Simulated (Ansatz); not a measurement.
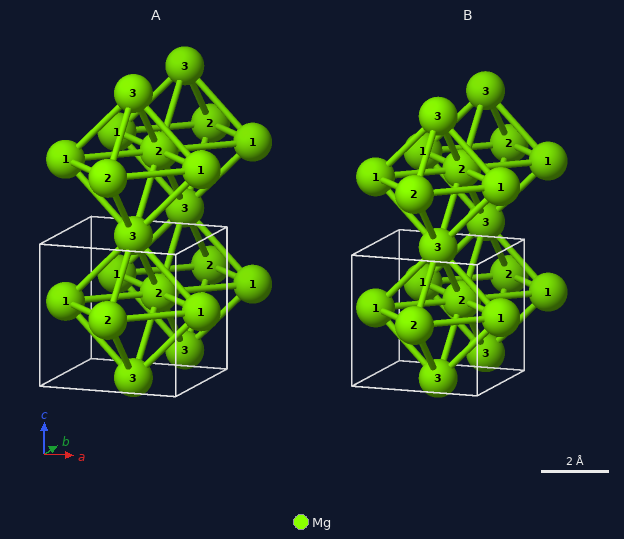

Two geometries of solid Mg (a generated structure, set up in Pm-3m) (coarse preliminary run), drawn at one scale. One is the start of a relaxation, the other its converged end. A ball-and-stick model of the cell of the calculation, repeated 1 × 2 × 2 with one cell outlined, seen slightly off an axis.

The calculation used DFT PBE, scalar-relativistic, plane waves, PAW in Ansatz. Settings: plane-wave cutoff 420 eV; k-point mesh 4 × 4 × 4; occupations gaussian; smearing width 0.1 eV; no spin polarisation; cell and atoms relaxed; force threshold 0.04 eV/Å; at most 70 steps.

Which of the two is the end point?

Structure A is the relaxed one. No atom moves by more than 0.005 Å relative to the cell. Cell: a = b = c 4.035 → 4.375 Å (+8.4 %). Volume +27.4 %. Among the contacts that change: Mg1–Mg2 2.853 → 3.094 Å. The space group stays Pm-3m (No. 221). After 3 accepted moves (4 points after the start) the energy has fallen by 160 meV per atom. All forces vanish by symmetry, so only the cell relaxes. The pressure goes from 10.14 to 0.14 GPa. At 1 point the geometry stayed and the basis and grid were re-selected for the new cell (energy shift of 0.6 meV per atom at most each time). Cost: 4.6 s on 1 thread of Arm Neoverse V1, on a shared host, peak memory 0.28 GiB.

Limits of the set-up: the k-point mesh is coarse for a cell with partly filled bands.
